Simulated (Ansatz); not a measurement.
# AlGaAs2 (zincblende [001] superlattice): converging the G0W0 gap

How do accuracy and time trade against each other in G0W0 on AlGaAs2 (zincblende [001] superlattice)?

Calculated with Ansatz 0.2.0; G0W0 on PBEsol, plane waves, PAW.

### Step 1. Starting point

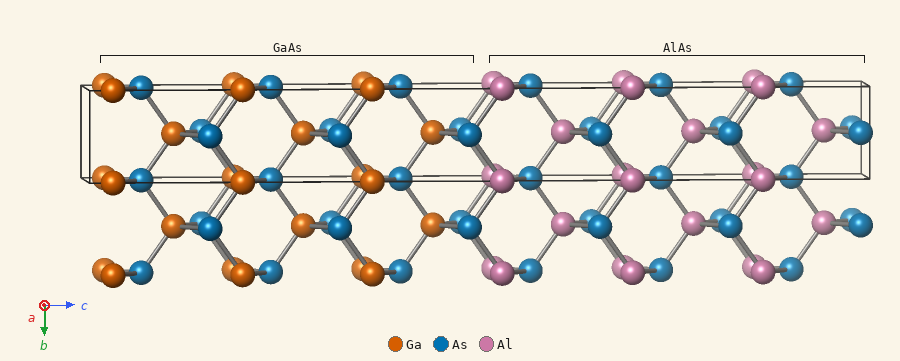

Start, viewed from the side, with the c axis across the page; gallium orange, arsenic blue, aluminium pink. 1×2×1 cells are drawn. Some periodic images of atoms are drawn too.

The cell holds 24 atoms: 6 Ga, 12 As and 6 Al. Its edges and angles: a = 4.012 Å, b = 4.012 Å, c = 33.928 Å, α = 90.0°, β = 90.0°, γ = 90.0°. It derives from GaAs. Regions: GaAs, 12 atoms (6 Ga and 6 As); AlAs, 12 atoms (6 Al and 6 As). The structure's axis is c.

The structure was relaxed with PBEsol. The runs that relaxed it are not among those shown. The default PAW set here is soft_1. Its files were made with PBE; for other functionals the partial waves and projectors stay those of PBE.

### Step 2. 664 empty bands, screening to 66 eV

G0W0 replaces the xc potential by the self-energy, built once from these orbitals. Only a window of levels is corrected, while the sums run over the empty bands that the input names.

Input file input.yaml:

```yaml
crystal:
  lattice:
    - [4.0116911607, 0.0, 0.0]
    - [0.0, 4.0117021963, 0.0]
    - [0.0, 0.0, 33.9276930296]
  atoms:
    - { symbol: Ga, position: [0.0, 0.0, 0.0211515738] }
    - { symbol: As, position: [0.5, 0.0, 0.0626994558] }
    - { symbol: Ga, position: [0.5, 0.5, 0.1042317832] }
    - { symbol: As, position: [0.0, 0.5, 0.1457776209] }
    - { symbol: Ga, position: [0.0, 0.0, 0.1873287642] }
    - { symbol: As, position: [0.5, 0.0, 0.2288787693] }
    - { symbol: Ga, position: [0.5, 0.5, 0.2704285989] }
    - { symbol: As, position: [0.0, 0.5, 0.3119798488] }
    - { symbol: Ga, position: [0.0, 0.0, 0.3535255829] }
    - { symbol: As, position: [0.5, 0.0, 0.3950582825] }
    - { symbol: Ga, position: [0.5, 0.5, 0.4366063146] }
    - { symbol: As, position: [0.0, 0.5, 0.4783031048] }
    - { symbol: Al, position: [0.0, 0.0, 0.5199538592] }
    - { symbol: As, position: [0.5, 0.0, 0.561730503] }
    - { symbol: Al, position: [0.5, 0.5, 0.603517882] }
    - { symbol: As, position: [0.0, 0.5, 0.6453092282] }
    - { symbol: Al, position: [0.0, 0.0, 0.6870934764] }
    - { symbol: As, position: [0.5, 0.0, 0.7288794005] }
    - { symbol: Al, position: [0.5, 0.5, 0.7706651838] }
    - { symbol: As, position: [0.0, 0.5, 0.812449601] }
    - { symbol: Al, position: [0.0, 0.0, 0.8542407918] }
    - { symbol: As, position: [0.5, 0.0, 0.8960282068] }
    - { symbol: Al, position: [0.5, 0.5, 0.937804448] }
    - { symbol: As, position: [0.0, 0.5, 0.9794550753] }
kpoints:
  mp_grid: { grid: [4, 4, 1] }
hamiltonian:
  xc: pbesol
  pseudopotentials: { kind: paw, azcp: { folder: "./paw" } }
scf:
  occupations: { method: fixed }
gw:
  n_empty_bands: 664
  ecut_chi: 66
  qp_bands: [v4, c4]
  qp_kpoints: band_edges
  screening: { model: contour_deformation }
```

Run with:

```
ansatz run input.yaml --threads 3 --pin off --max-ram 92160MiB --backend cuda --events-out ev --progress --plain --runs-dir out --devices 1 --max-vram 13GiB
```

Numbers of over 12 decimals in the logs are rounded to 6 here.

Log:

```text
Warning: the atoms were moved onto the symmetric positions of the space group found under crystal.symmetry.tolerance 1.0e-5 (fractional; no operation is sought that the atoms, as they stand in a round, miss by more than twice it, and no atom is moved by as much as it), and the run uses the moved positions. Before a round's move an operation carried an atom to 2.54e-5 Å from where it should land, the largest such dist [...]
Warning: <dir> the record states the generating functional pbe (its physics header spells it `PBE`), which answers neither for hamiltonian.xc's functional nor for the pbesol family's — results may be inconsistent (PPs are generated against a specific XC)
Warning: <dir> the record states the generating functional pbe (its physics header spells it `PBE`), which answers neither for hamiltonian.xc's functional nor for the pbesol family's — results may be inconsistent (PPs are generated against a specific XC)
Warning: <dir> the record states the generating functional pbe (its physics header spells it `PBE`), which answers neither for hamiltonian.xc's functional nor for the pbesol family's — results may be inconsistent (PPs are generated against a specific XC)
GPUs: using 1 of 1 available (devices: 1).
Engine: ansatz 0.2.0, x86_64-unknown-linux-gnu
Pseudopotentials: kind: paw
Pseudopotential: Ga, paw, valence charge 13, recommended cutoff 420 eV (normal), <dir>
Pseudopotential: As, paw, valence charge 15, recommended cutoff 420 eV (normal), <dir>
Pseudopotential: Al, paw, valence charge 3, recommended cutoff 420 eV (normal), <dir>
Functional definition: PBEsol
  exchange = pbesol_x
  correlation = pbesol_c
device memory: the entry about to start is reckoned to put 6.4 GiB on a device that reports 56.4 GiB free (of which the cap on the GPU budget leaves the run 13.0 GiB)
GPU FFT provider: cuFFT
GPU libraries: cuBLAS 13.8.2, cuFFT 12.4.0, cuSOLVER 12.3.4
Crystal: 24 atoms, lattice volume = 546.022 Å³
Basis set: ecut = 420 eV, 10617 PW (Γ)
Bands: 166, of which v1, the nominal top of the filled ones, is band 138 counted from 1 (137 counted from 0)
Symmetry: 8 space group operations
Space group: P-4m2 (ITA 115), of the structure as read, at distance tolerance 8.2e-5 Å
k-points: 6 of 16
Non-local potential: Ga, projectors of the file, l = 0: 2, l = 1: 2, l = 2: 3, l = 3: 1
Non-local potential: As, projectors of the file, l = 0: 2, l = 1: 2, l = 2: 3, l = 3: 1
Non-local potential: Al, projectors of the file, l = 0: 2, l = 1: 2, l = 2: 1
PAW form: soft (Blöchl's): semilocal exchange-correlation on the pseudo side does not see the compensation charge
PAW frozen core: Ga, regenerated for the run's functional, and the local potential with it (the file was generated under x = pbe(κ = 0.804, μ = 0.219515), c = pbe(β = 0.066725))
PAW frozen core: As, regenerated for the run's functional, and the local potential with it (the file was generated under x = pbe(κ = 0.804, μ = 0.219515), c = pbe(β = 0.066725))
PAW frozen core: Al, regenerated for the run's functional, and the local potential with it (the file was generated under x = pbe(κ = 0.804, μ = 0.219515), c = pbe(β = 0.066725))
PAW one-centre angular grid: Ga, 590 points (default); XC on 64 Gauss nodes
PAW one-centre angular grid: As, 590 points (default); XC on 64 Gauss nodes
PAW one-centre angular grid: Al, 110 points (default); XC on 64 Gauss nodes
Initial density: superposition of atomic densities (chi_scale 0.1, normalization cell, long waves 62 % of neutral atoms (reshape's long-wave potential 1.62 eV rms, cloud 2.41 Å wide))
Initial wavefunctions: pseudopotential atomic-orbital guess
GPU buffer pool allocated for 174960 grid points (all kernels)
GPU transforms: local potential and band sums: pruned to the plane-wave sphere, on 27×27×225
Functional: x = pbesol(κ = 0.804, μ = 0.123457), c = pbesol(β = 0.046)
SCF iter   1: F=—  HF=-83373.333283 eV  |F-HF|=—  |Δ(HF+E_count)|=         —  Δρ=4.18e-2  dr2=8.66e0  ethr=3.10e-3  ⟨swp⟩=4.5  Hψ=3088  notcnv=0  defer=152
preconditioner: auto → Resta (q_TF=auto, 2.435 Å⁻¹)  ε∞=3.4  [insulator: Δε(μ)=0.676 eV  Ē_g=12.884 eV  n_scr=154 (ndim 8)  ℏωp=19.8 eV  f_vac=0.000  ε∞_Penn≈3.4]
SCF iter   2: F=—  HF=-83371.999200 eV  |F-HF|=—  |Δ(HF+E_count)|=    1.33e0  Δρ=2.28e-2  dr2=2.85e0  ethr=3.10e-3  ⟨swp⟩=2.2  Hψ=1182  notcnv=0  defer=141
SCF iter   3: F=—  HF=-83371.531559 eV  |F-HF|=—  |Δ(HF+E_count)|=   4.68e-1  Δρ=9.10e-3  dr2=1.95e0  ethr=1.03e-3  ⟨swp⟩=2.0  Hψ=1175  notcnv=0  defer=146
SCF iter   4: F=—  HF=-83371.325448 eV  |F-HF|=—  |Δ(HF+E_count)|=   2.06e-1  Δρ=1.57e-3  dr2=4.86e-2  ethr=7.07e-4  ⟨swp⟩=1.8  Hψ=1165  notcnv=0  defer=150
SCF iter   5: F=—  HF=-83371.332372 eV  |F-HF|=—  |Δ(HF+E_count)|=   6.92e-3  Δρ=1.20e-3  dr2=2.10e-2  ethr=1.76e-5  ⟨swp⟩=2.2  Hψ=1837  notcnv=0  defer=156
SCF iter   6: F=—  HF=-83371.330726 eV  |F-HF|=—  |Δ(HF+E_count)|=   1.65e-3  Δρ=2.73e-4  dr2=6.78e-4  ethr=7.60e-6  ⟨swp⟩=2.8  Hψ=1356  notcnv=0  defer=156
SCF iter   7: F=—  HF=-83371.331008 eV  |F-HF|=—  |Δ(HF+E_count)|=   2.82e-4  Δρ=1.10e-4  dr2=1.58e-4  ethr=2.46e-7  ⟨swp⟩=2.0  Hψ=1551  notcnv=0  defer=156
SCF iter   8: F=—  HF=-83371.331060 eV  |F-HF|=—  |Δ(HF+E_count)|=   5.15e-5  Δρ=3.73e-5  dr2=7.55e-6  ethr=5.71e-8  ⟨swp⟩=2.0  Hψ=1484  notcnv=0  defer=132
[...]
NSCF: frozen V_eff on 6 k-points
G₀W₀ screening: q 1/6
[... further progress lines ...]
device memory: the entry about to start is reckoned to put 1.7 GiB on a device that reports 50.2 GiB free (of which the cap on the GPU budget leaves the run 13.0 GiB)
NSCF: frozen V_eff on 1 k-points
device memory: the entry about to start is reckoned to put 1.7 GiB on a device that reports 50.1 GiB free (of which the cap on the GPU budget leaves the run 13.0 GiB)
NSCF: frozen V_eff on 1 k-points
device memory: the entry about to start is reckoned to put 1.7 GiB on a device that reports 50.1 GiB free (of which the cap on the GPU budget leaves the run 13.0 GiB)
NSCF: frozen V_eff on 1 k-points
SCF converged after 10 iterations
Free energy (F): -83371.331070 eV
Harris-Foulkes:  -83371.331070 eV  (|F-HF|=8.69e-8)
Internal energy: -83371.331070 eV  (E = F + TS)
E sigma→0 (E₀):  -83371.331070 eV
Fermi energy:    6.958656 eV
--- Per-component energies (eV) ---
  E_band       = -3629.506666
  E_kinetic    = 1984.520877
  E_local      = -66453.144659  (includes V_loc(G=0)·N_el)
  E_nonlocal   = -5194.618792
  E_hartree    = 35628.750746
  E_xc         = -1441.306974
  E_vxc        = -1397.618596  (∫ρ·V_xc dr)
  E_paw        = -38108.735476  (= ΣΔE_a)
  E_vpaw       = -3826.121107  (= ΣTr[D̂ρ^β])
  E_aug_tail   = -0.001602  (compensation charges beyond the density's cutoff)
  E_ewald      = -9803.685061
  E_core_change = 16.889871  (= ΣΔE_core)
  E_smearing   = -0.000000  (= −TS)
  E_closure    = 0.000000  (closes the sum)
  Σ components = -83371.331070   (vs F -83371.331070, Δ=0.00e0)
--- Band table (eV; the first three rows and the last of 6) ---
  k-point 0: bands = [... 134 lower, 6.5929, 6.8879, 6.9587, 6.9587, 7.8887, 8.0223, 8.2138, 8.4251, ... 24 higher]
  k-point 1: bands = [... 134 lower, 6.2584, 6.3666, 6.4902, 6.7240, 8.6269, 8.7288, 8.8051, 8.9248, ... 24 higher]
  k-point 2: bands = [... 134 lower, 5.8964, 5.9006, 5.9285, 5.9302, 8.2046, 8.2279, 8.8244, 8.8409, ... 24 higher]
  k-point 5: bands = [... 134 lower, 4.4327, 4.4354, 4.4403, 4.4403, 8.0924, 8.1162, 8.6592, 8.6981, ... 24 higher]
--- G₀W₀: contour deformation, 7 samples at zero and on the imaginary axis and 1 off it, 16 q-points, 664 empty bands' worth ---
  eigenvalues of the whole cell's RPA ε∞ on this k-mesh (on a slab, of 1 + 4πα/V) = 13.6995, 18.8391, 18.8391; static W/v taken at q = 0 is 0.048134
  bands read: the sum over 802 bands ends inside a degenerate multiplet in 1 slot, whose members it reads at an even weight; the widest, k=5: bands 802 to 803 (counted from 1) at 1/2 each
  gw.qp_kpoints: band_edges: 4 of 6 stored k-points solved, in 1 pass; an edge of the gap read off the rows below is read off those points alone
    valence top: of the k-points left out ik 3 came nearest to being solved in a further pass, in band 138 (counted from 1, as in the quasiparticle table): it holds the edge there only if its correction is more favourable than any solved in that band by at least 1.049 eV; those differ by 0.158 eV
    conduction bottom: of the k-points left out ik 3 came nearest to being solved in a further pass, in band 139 (counted from 1, as in the quasiparticle table): it holds the edge there only if its correction is more favourable than any solved in that band by at least 0.973 eV; those differ by 0.451 eV
    ik  band        ε_KS         Σx   Σc(E_QP)       V_xc       Z   E_QP_lin       E_QP  E_QP is
     0   135      6.5929   -16.2078     1.5057   -14.4913  0.7611     6.3810     6.3821  root
     0   136      6.8879   -15.9496     1.0000   -14.8105  0.7685     6.7485     6.7488  root
     0   137      6.9587   -16.6621     1.3988   -15.0850  0.7652     6.7798     6.7804  root
     0   138      6.9587   -16.6621     1.3988   -15.0850  0.7652     6.7798     6.7804  root
     0   139      7.8887   -10.9356    -3.1837   -14.7752  0.7778     8.5571     8.5445  root
     0   140      8.0223    -6.1138    -3.6153    -9.9976  0.7790     8.2923     8.2908  root
     0   141      8.2138    -6.0776    -3.6666    -9.9750  0.7777     8.4458     8.4446  root
     0   142      8.4251    -6.8616    -3.6630   -10.7410  0.7809     8.6425     8.6415  root
     1   135      6.2584   -15.8727     1.3295   -14.3568  0.7622     6.0713     6.0720  root
     1   136      6.3666   -15.9328     1.6446   -14.0340  0.7600     6.1109     6.1124  root
     1   137      6.4902   -16.3392     1.5840   -14.5408  0.7601     6.2748     6.2758  root
     1   138      6.7240   -16.6397     1.5073   -14.9445  0.7627     6.5354     6.5361  root
     1   139      8.6269    -9.7349    -3.4815   -13.7638  0.7745     9.1825     9.1743  root
     1   140      8.7288    -9.4839    -3.5237   -13.5256  0.7743     9.2540     9.2468  root
     1   141      8.8051    -6.4335    -3.7733   -10.5085  0.7751     9.1090     9.1068  root
     1   142      8.9248    -8.7817    -3.6546   -12.9173  0.7716     9.4125     9.4057  root
     2   135      5.8964   -16.3123     1.7984   -14.2810  0.7543     5.6621     5.6635  root
     2   136      5.9006   -15.8234     1.5486   -14.0410  0.7586     5.6656     5.6668  root
     2   137      5.9285   -16.3389     1.7971   -14.3149  0.7547     5.7004     5.7017  root
     2   138      5.9302   -16.3548     1.7970   -14.3309  0.7548     5.7020     5.7032  root
     2   139      8.2046    -9.5704    -3.4179   -13.5033  0.7775     8.7262     8.7194  root
     2   140      8.2279    -9.5651    -3.4190   -13.4960  0.7774     8.7464     8.7397  root
     2   141      8.8244    -9.5151    -3.5713   -13.5948  0.7697     9.3373     9.3327  root
     2   142      8.8409    -9.4720    -3.5751   -13.5540  0.7699     9.3527     9.3477  root
     5   135      4.4327   -15.3721     2.1738   -12.8634  0.7367     4.0943     4.0978  root
     5   136      4.4354   -15.3870     2.1729   -12.8865  0.7362     4.1045     4.1079  root
     5   137      4.4403   -15.3935     2.1718   -12.8853  0.7376     4.1005     4.1040  root
     5   138      4.4403   -15.3935     2.1718   -12.8853  0.7376     4.1005     4.1040  root
     5   139      8.0924    -5.8364    -3.5276    -9.5686  0.7822     8.2979     8.2970  root
     5   140      8.1162    -5.8672    -3.5314    -9.6005  0.7822     8.3189     8.3181  root
     5   141      8.6592    -6.2564    -3.6284   -10.1048  0.7765     8.8808     8.8793  root
     5   142      8.6981    -6.3277    -3.6361   -10.1799  0.7768     8.9157     8.9143  root
```

It took 59 s on 1 × NVIDIA H100 80GB HBM3 (shared by 6 runs) with 3 threads of AMD EPYC 7R13 (Zen 3), shared host; peak memory 3 GiB.

The column dr2 measures how far the density is from self-consistency, as an energy; F and HF (Harris–Foulkes) agree once it is small.

Numbers from this step:

```yaml
bands_summed: 802
rpa_eps_infinity_on_this_mesh_eigenvalues: 13.70, 18.84, 18.84
plane_waves_in_the_screening_matrix: 681
q_points_in_the_mesh: 16
g0w0_gap_on_the_mesh: 1.510 eV
k_of_the_valence_top: 0, 0, 0
k_of_the_conduction_bottom: 0, 0, 0
starting_gap_on_the_mesh: 0.9300 eV
z_at_the_valence_top: 0.7652
z_at_the_conduction_bottom: 0.7790
least_direct_g0w0_gap_on_the_computed_points: 1.510 eV
```

The gap on the mesh goes from 0.93 eV to 1.51 eV, a correction of +0.58 eV, though a band edge has moved to another state.

### Step 3. 1629 empty bands, screening to 120 eV

Another rung: the empty bands reach about as high as the screening cutoff, so the two stay in balance.

Changes to input.yaml since step 2:

```diff
@@ -38,4 +38,4 @@
 gw:
-  n_empty_bands: 664
-  ecut_chi: 66
+  n_empty_bands: 1629
+  ecut_chi: 120.0
   qp_bands: [v4, c4]
```

Log:

```text
[...]
GPUs: using 1 of 1 available (devices: 1).
[...]
GPU FFT provider: cuFFT
GPU libraries: cuBLAS 13.8.2, cuFFT 12.4.0, cuSOLVER 12.3.4
Crystal: 24 atoms, lattice volume = 546.022 Å³
Basis set: ecut = 420 eV, 10617 PW (Γ)
Bands: 166, of which v1, the nominal top of the filled ones, is band 138 counted from 1 (137 counted from 0)
[... 1 set-up line as in the run before ...]
[...]
k-points: 6 of 16
[...]
GPU buffer pool allocated for 174960 grid points (all kernels)
[...]
SCF iter   1: F=—  HF=-83373.333283 eV  |F-HF|=—  |Δ(HF+E_count)|=         —  Δρ=4.18e-2  dr2=8.66e0  ethr=3.10e-3  ⟨swp⟩=4.5  Hψ=3088  notcnv=0  defer=152
[...]
SCF iter  10: F=-83371.331070 eV  HF=-83371.331070 eV  |F-HF|=8.69e-8  |Δ(HF+E_count)|=   2.01e-6  Δρ=4.28e-6  dr2=8.88e-8  ethr=3.62e-11  ⟨swp⟩=12.2  Hψ=5787  notcnv=0
SCF 1 converged in 10 iterations: F = -83371.331070 eV  dr2 = 8.88e-8
[...]
NSCF: frozen V_eff on 6 k-points
[...]
G₀W₀ screening: q 1/6
[... further progress lines ...]
[...]
SCF converged after 10 iterations
Free energy (F): -83371.331070 eV
[...]
Internal energy: -83371.331070 eV  (E = F + TS)
E sigma→0 (E₀):  -83371.331070 eV
Fermi energy:    6.958656 eV
[...]
--- Band table (eV; the first three rows and the last of 6) ---
  k-point 0: bands = [... 134 lower, 6.5929, 6.8879, 6.9587, 6.9587, 7.8887, 8.0223, 8.2138, 8.4251, ... 24 higher]
  k-point 1: bands = [... 134 lower, 6.2584, 6.3666, 6.4902, 6.7240, 8.6269, 8.7288, 8.8051, 8.9248, ... 24 higher]
  k-point 2: bands = [... 134 lower, 5.8964, 5.9006, 5.9285, 5.9302, 8.2046, 8.2279, 8.8244, 8.8409, ... 24 higher]
  k-point 5: bands = [... 134 lower, 4.4327, 4.4354, 4.4403, 4.4403, 8.0924, 8.1162, 8.6592, 8.6981, ... 24 higher]
[...]
0   135      6.5929   -16.2078     1.2332   -14.4913  0.7595     6.1021     6.1096  root
     0   136      6.8879   -15.9496     0.7098   -14.8105  0.7667     6.4547     6.4586  root
     0   137      6.9587   -16.6621     1.1157   -15.0850  0.7635     6.4921     6.4973  root
     0   138      6.9587   -16.6621     1.1157   -15.0850  0.7635     6.4921     6.4973  root
     0   139      7.8887   -10.9356    -3.4815   -14.7752  0.7771     8.2492     8.2468  root
     0   140      8.0223    -6.1138    -3.7461    -9.9976  0.7788     8.1604     8.1600  root
     0   141      8.2138    -6.0776    -3.7892    -9.9750  0.7776     8.3223     8.3220  root
     0   142      8.4251    -6.8616    -3.7991   -10.7410  0.7810     8.5055     8.5053  root
[...]
5   139      8.0924    -5.8364    -3.6450    -9.5686  0.7821     8.1798     8.1796  root
     5   140      8.1162    -5.8672    -3.6472    -9.6005  0.7822     8.2025     8.2023  root
     5   141      8.6592    -6.2564    -3.7633   -10.1048  0.7764     8.7445     8.7443  root
     5   142      8.6981    -6.3277    -3.7686   -10.1799  0.7768     8.7819     8.7817  root
```

The job ended after 2.7 min (1 × NVIDIA H100 80GB HBM3 (shared by 6 runs) with 3 threads; peak memory 6.4 GiB).

Numbers from this step:

- bands summed: 1767
- RPA ε∞ on this mesh (eigenvalues): 13.71, 18.87, 18.87
- plane waves in the screening matrix: 1609
- q-points in the mesh: 16
- G0W0 gap on the mesh: 1.663 eV
- k of the valence top: 0, 0, 0
- k of the conduction bottom: 0, 0, 0
- starting gap on the mesh: 0.9300 eV
- Z at the valence top: 0.7635
- Z at the conduction bottom: 0.7788
- least direct G0W0 gap on the computed points: 1.663 eV

Against the run with 4×4×1 mesh, 664 empty bands, screening to 66 eV, the gap moves by +0.15 eV.

### Step 4. The runs together

Times are wall times on 1 × NVIDIA H100 80GB HBM3 (shared by 6 runs) with 3 threads of AMD EPYC 7R13 (Zen 3), shared host. The host was busy with other work, so they are no guide to cost.

```
 mesh        files            frequency  bands summed  cutoff (eV)  start (eV)  G0W0 (eV)     time  host memory (GiB)
4×4×1  default PAW  contour deformation           802           66       0.930      1.510     59 s                3.0
4×4×1  default PAW  contour deformation          1767          120       0.930      1.663  2.7 min                6.4
```

The parts of the quasiparticle energy at the two band edges (eV; QP = start + Σx + Σc − Vxc):

```
       run               edge  start      Σx     Σc     Vxc     Z    QP
 802 bands        valence top   6.96  -16.66   1.40  -15.09  0.77  6.78
 802 bands  conduction bottom   8.02   -6.11  -3.62  -10.00  0.78  8.29
1767 bands        valence top   6.96  -16.66   1.12  -15.09  0.76  6.50
1767 bands  conduction bottom   8.02   -6.11  -3.75  -10.00  0.78  8.16
```

 Where G0W0 reorders the edges (802 bands and 1767 bands), the two states listed lie further apart at the start than the starting gap.

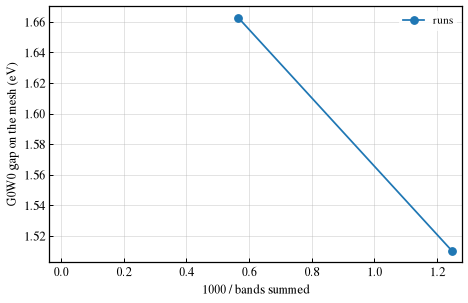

The gap against one over the number of bands.

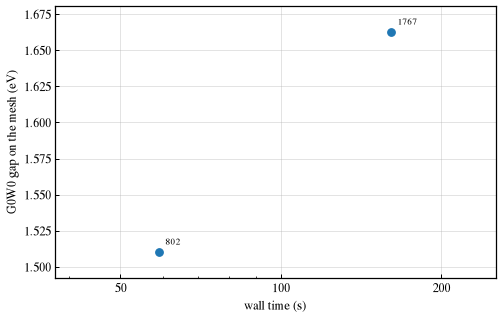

Result against wall time.

### Step 5. Outcome

| Property | Result |
| --- | --- |
| 802 bands, 66 eV | 1.510 eV |
| 1767 bands, 120 eV | 1.663 eV |
| mesh and start | 4×4×1, PBEsol |

In words: From 802 to 1767 bands the gap moves by +0.15 eV while the time grows 2.7-fold. Σc changes by −0.28 eV at the valence top and −0.13 eV at the conduction bottom, so the valence edge carries most of the change. The states at the edges change along the series or lie close to crossing, so no limit is drawn from it. The 4×4×1 mesh is coarse for this cell (its supercell is 16 Å along the shortest edge). The RPA ε∞ on it, from the PBEsol start, is 13.71 and 18.87; such meshes misread the long-range screening, most where the gap is narrow. The many-body steps are scalar-relativistic: spin-orbit coupling is not in them.

[Paths, hosts, dates, memory and timing lines, banners, echoed tables and standing remarks are left out of the program output.]

[Logs are printed without paths, hosts, clocks, repeated set-up lines and the standing remarks that a program may print on its own settings, such as how far it seeks lower states.]

[Runs of the session that timed out or met a known fault of the program may be left out.]

[Cells called generated may have been cut or substituted from an entry of the Crystallography Open Database or the Materials Project.]

[Hosts, paths, dates, database ids (printed as entryN), source tags and the programs' standing remarks are cut or masked in the printed files.]
